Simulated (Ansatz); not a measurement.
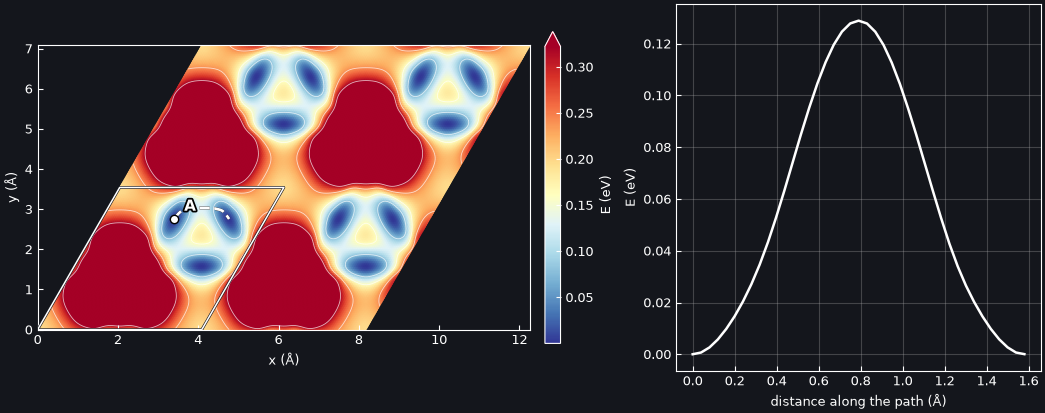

H on an Al₂Cu(101) slab cut from the Fm-3m phase, its upper half relaxed before the scan (6 atoms of substrate and one adsorbate in a 1 × 1 cell). 
- H is moved over the surface cell; relaxed at each place: the height of the adsorbate's atoms; substrate rigid; the origin of the map has the adsorbate above Al6.
- Places are given modulo a cell vector. The map is drawn in real space over the plane of the surface.
- Grid: 9 × 9 points; 19 points were computed and 62 follow by symmetry.
- Energies: eV, counted from the lowest grid point.
- With one adsorbate in each 1 × 1 cell, its nearest image is 4.1 Å away, so neighbouring adsorbates interact.
- All numbers below come from DFT PBE, scalar-relativistic, plane waves, PAW in Ansatz 0.2.0. Settings: cutoff 420 eV, k-mesh 9×9×1, gaussian smearing 0.1 eV, no spin polarisation.

The picture shows a smooth colour map with a few white contour lines, a line along the lowest path, the outline of one cell of the 2 × 2 shown, one colour for all values above the top of the scale, the energy along the path at the right, the start A. Between grid points the surface is interpolated.

Describe the path and its barrier.

Answer. The easiest path leads from the well at (4/9, 7/9) of the cell vectors [nearest 1 Cu at 1.70 Å] to a well of about the same depth at (7/9, 7/9) of the cell vectors [nearest 1 Cu at 1.70 Å]. Its highest point lies about 0.13 eV above the bottom of the first well on the interpolated surface, at about (0.57, 0.86) of the cell vectors. This is the barrier on the constrained surface; relaxing the other coordinates would change it.

PAW datasets: the set soft_1.
